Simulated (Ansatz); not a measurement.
**Ge5S: density, localisation and related maps**

```yaml
crystal:
  lattice:
    - [7.85111, 0.00000, 0.00000]
    - [0.00000, 7.85111, 0.00000]
    - [0.00000, 0.00000, 2.52512]
  atoms:
    - { symbol: Ge, position: [0.83776, 0.50000, 0.00000] }
    - { symbol: Ge, position: [0.16224, 0.50000, 0.00000] }
    - { symbol: Ge, position: [0.50000, 0.83776, 0.00000] }
    - { symbol: Ge, position: [0.50000, 0.16224, 0.00000] }
    - { symbol: Ge, position: [0.50000, 0.50000, 0.00000] }
    - { symbol: S, position: [0.00000, 0.00000, 0.50000] }
```

Space group P4/mmm; a structure generated by program, which may or may not match a known phase.

Level of theory: DFT PBE, scalar-relativistic, plane waves, PAW in Ansatz 0.2.0.

In a PAW calculation such maps are meaningful between the atoms, not at the nuclei.

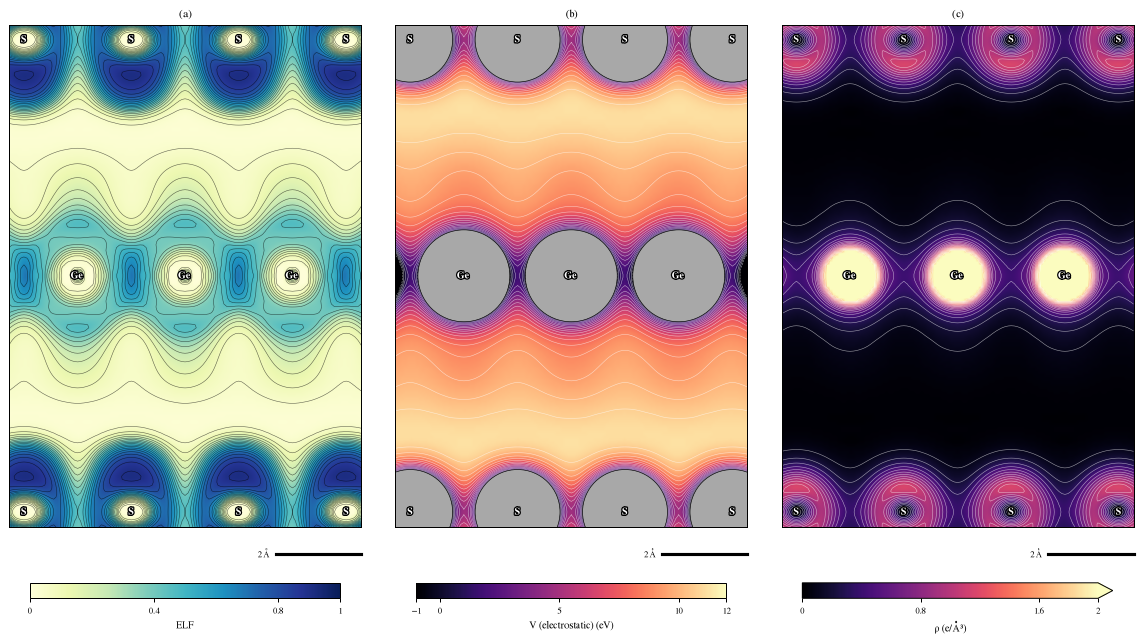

Figure 1. (a) electron localisation function; (b) electrostatic potential energy of an electron; (c) valence charge density (pseudo) on the (110) plane of the conventional cell. Grey discs cover the atomic cores in the potential map.

**Read the bonding off the picture.**

- Atoms in the plane: Ge and S.
- Ge–Ge (2.53 Å): ρ at the midpoint is about 0.41 e/Å³; the ELF peaks at about 0.70 between the atoms.
- S–S (2.53 Å): the density is about 0.38 e/Å³ at the midpoint; the ELF peaks at about 0.70 in the valence shell of S, 0.8 Å from its nucleus, and drops to about 0.45 between the two atoms.
- Between the atoms the lowest density in this plane is 0.01 e/Å³.
- The ELF also peaks beside S, away from the bonds: lone-pair regions.
- Outside the cores the potential energy rises away from the atoms and is highest about 2.0 Å from the nearest atoms; its zero is arbitrary.

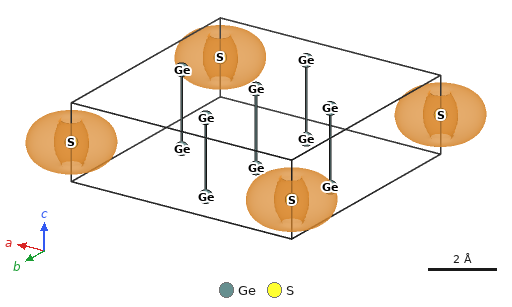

Figure 2. Isosurface of the ELF at 0.75 (orange), seen at an oblique angle. Only the valence region is drawn (cores and ρ < 0.01 e/Å³ removed). Sticks mark near contacts.

**Describe the localisation domains.**

At this value the surface marks out one region wrapped around S (its valence shell), counted in one cell of 6 atoms. Regions shared between cells count once.

**Does the calculation give a band gap?**

It is metallic or semimetallic at this level of theory: no gap opens.
